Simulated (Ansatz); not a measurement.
Take the following structure.

```
Ti C
1.0
     2.92455    0.00000    0.00000
    -1.46227    2.53273    0.00000
     0.00000    0.00000   13.41907
Ti C
6 3
Direct
  0.33333 0.66667 0.41727
  0.00000 0.00000 0.24940
  0.00000 0.00000 0.75060
  0.66667 0.33333 0.58273
  0.66667 0.33333 0.08394
  0.33333 0.66667 0.91606
  0.66667 0.33333 0.33333
  0.33333 0.66667 0.66667
  0.00000 0.00000 0.00000
```

Summarise the structure in words.

Answer. Its composition is Ti₂C. Its lattice is rhombohedral (trigonal R), its space group R-3m (No. 166). Content of the cell: 6 Ti, 3 C (Z = 3). Coordination numbers (contacts within bonding distance): Ti 15 and C 6.

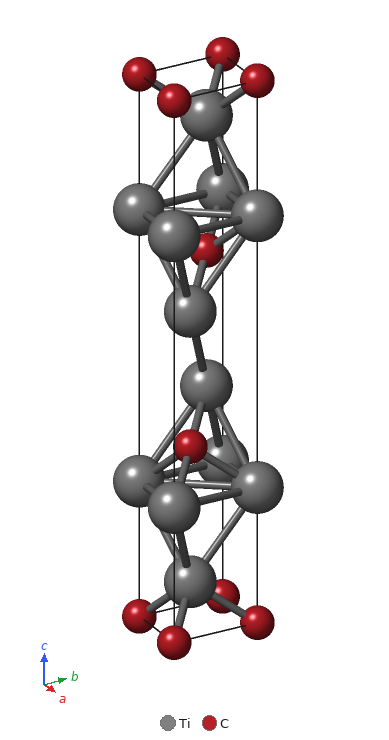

Figure: ball-and-stick view slightly off an axis. The lines enclose the conventional unit cell; boundary atoms appear with their images.

Its origin is a structure listed in the Materials Project. The cell was then strained or its atoms displaced on purpose. It was set up as input for a calculation with Ansatz.
